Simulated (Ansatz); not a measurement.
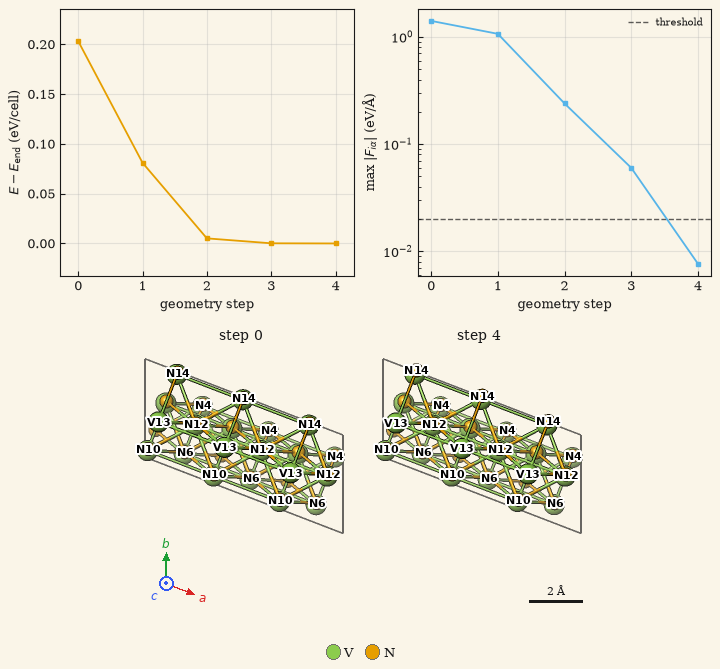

First and last geometry of a relaxation of a slab of composition VN (cut from the P-6m2 phase), with the history of the run. The picture is a ball-and-stick view of the 3 × 1 repeat of the cell, outlined in the plane, without the vacuum, seen along the c axis.

Case: (1 0 1) slab, atoms relaxed. The slab is the (1 0 1) face of VN.

These are results of DFT PBEsol, scalar-relativistic, plane waves, PAW (Ansatz 0.2.0), not measurements.

Input file:
```yaml
crystal:
  lattice:
    - [2.7103489754, 0.0, 0.0]
    - [-1.3551744877, 3.5186698401, 0.0]
    - [0.0, 0.0, 25.7833812013]
  atoms:
    - { symbol: V, position: [0.8708287574, 0.7416575147, 0.290885045] }
    - { symbol: "N", position: [0.1579116331, 0.3158232662, 0.302188556] }
    - { symbol: V, position: [0.5933260118, 0.1866520236, 0.3587061115] }
    - { symbol: "N", position: [0.8804088875, 0.7608177751, 0.3700096225] }
    - { symbol: V, position: [0.3158232662, 0.6316465324, 0.426527178] }
    - { symbol: "N", position: [0.602906142, 0.2058122839, 0.437830689] }
    - { symbol: V, position: [0.0383205206, 0.0766410413, 0.4943482445] }
    - { symbol: "N", position: [0.3254033964, 0.6508067928, 0.5056517555] }
    - { symbol: V, position: [0.7608177751, 0.5216355501, 0.562169311] }
    - { symbol: "N", position: [0.0479006508, 0.0958013016, 0.573472822] }
    - { symbol: V, position: [0.4833150295, 0.966630059, 0.6299903775] }
    - { symbol: "N", position: [0.7703979052, 0.5407958105, 0.6412938885] }
    - { symbol: V, position: [0.2058122839, 0.4116245678, 0.697811444] }
    - { symbol: "N", position: [0.4928951597, 0.9857903193, 0.709114955] }
basis:
  ecutwfc: 420
kpoints:
  mp_grid: { grid: [14, 10, 1] }
hamiltonian:
  xc: pbesol
scf:
  occupations: { method: gaussian, width: 0.1 }
output:
  forces: true
  eigenvalues: true
  write_density: true
  write_potential: true
  elf: true
  volumetric_format: npy
relax:
  adjacent_minimum: "off"
  f_tol: 0.02
  max_steps: 60
efield:
  axis: 3
  dipole_correction: true
  ramp_width: 0.04
```

Command:
```bash
ansatz run input.yaml --threads 1 --pin off --max-ram 2560MiB --backend cpu --events-out ev --progress --plain --runs-dir out
```

**Did the run converge, and what did it change?**

It converged. After 4 geometry steps the energy has fallen by 0.203 eV per cell of the calculation. The largest force component goes from 1.4 to 0.0077 eV/Å. The largest move relative to the layer's centre is that of N14, 0.11 Å at 64° to the normal (−c side). By element the largest moves are N 0.11 Å, V 0.09 Å. The cell stays as it was. Some distances before and after: V13–N14 2.041 → 2.178 Å, V13–N14 (another image) 2.041 → 1.938 Å, V1–N4 2.041 → 1.949 Å, V1–V3 2.621 → 2.549 Å. Among the angles between lasting bonds that change: V13–N14–V13 83.2° → 88.8°, V1–N2–V3 134.9° → 131.5°, V1–N2–V3 79.9° → 77.3°. Cost: 12 min on 1 thread of Intel(R) Xeon(R) Platinum 8488C (Sapphire Rapids) (shared host), peak memory 1.2 GiB.
